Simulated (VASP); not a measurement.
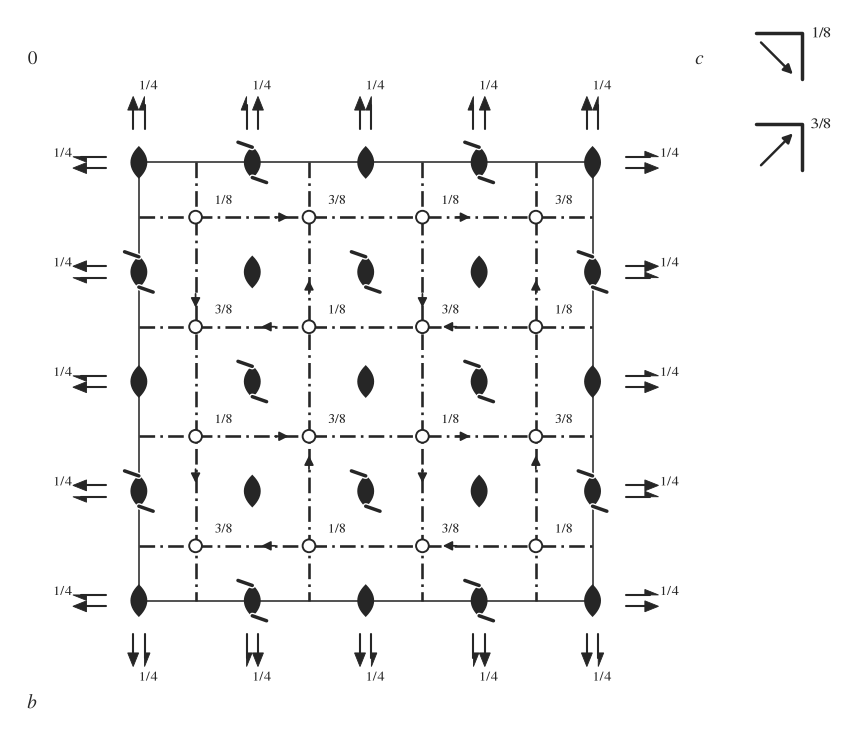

Symmetry elements of a space group, projected down a, computed from the operations of a computed or model structure of composition TiSi2.

Symbols follow the International Tables: origin at the upper left, the third axis towards the viewer; heavy, dashed, dotted, dash-dotted and dash-dot-dot lines are mirror, in-plane glide, out-of-plane glide, diagonal (n; with arrows d) and double (e) glide planes seen edge on; arrows at the rim are 2 (full head) and 2₁ (half head) axes in the plane; the corner sign is a plane parallel to the page; fractions are heights. Handed screw axes carry their printed symbol instead of tails.

Q: Give the Hermann–Mauguin symbol and number.

A: No. 70, Fddd, origin choice 1; face-centred orthorhombic, point group mmm, 32 general positions a cell.

Q: List the elements shown.

A: 2₁ axes along a at (0, 1/4), (0, 3/4), (1/4, 0), (1/4, 1/2), (1/2, 1/4), (1/2, 3/4), (3/4, 0), (3/4, 1/2); 2 axes along a at (0, 0), (0, 1/2), (1/4, 1/4), (1/4, 3/4), (1/2, 0), (1/2, 1/2), (3/4, 1/4), (3/4, 3/4); inversion centres at (1/8, 1/8; a height 1/8), (1/8, 3/8; a height 3/8), (1/8, 5/8; a height 1/8), (1/8, 7/8; a height 3/8), (3/8, 1/8; a height 3/8), (3/8, 3/8; a height 1/8), (3/8, 5/8; a height 3/8), (3/8, 7/8; a height 1/8), (5/8, 1/8; a height 1/8), (5/8, 3/8; a height 3/8), (5/8, 5/8; a height 1/8), (5/8, 7/8; a height 3/8), (7/8, 1/8; a height 3/8), (7/8, 3/8; a height 1/8), (7/8, 5/8; a height 3/8), (7/8, 7/8; a height 1/8); d glide planes normal to b, at y = 1/8, 3/8, 5/8, 7/8; d glide planes normal to c, at z = 1/8, 3/8, 5/8, 7/8; a d glide plane normal to a at height 1/8; a d glide plane normal to a at height 3/8; 2 axes along b at heights 0, 1/4; 2 axes along c at heights 0, 1/4; 2₁ axes along b at heights 0, 1/4; 2₁ axes along c at heights 0, 1/4. Heights repeat every half period; positions are (b, c) fractions, modulo 1.

Q: Write the general positions (in any order).

A: For each centring vector (0, 0, 0), (1/2, 0, 1/2), (1/2, 1/2, 0), (0, 1/2, 1/2):
x, y, z
−x, −y, z
x, −y, −z
−x, y, −z
−x+1/4, −y+1/4, −z+1/4
x+1/4, y+1/4, −z+1/4
−x+1/4, y+1/4, z+1/4
x+1/4, −y+1/4, z+1/4
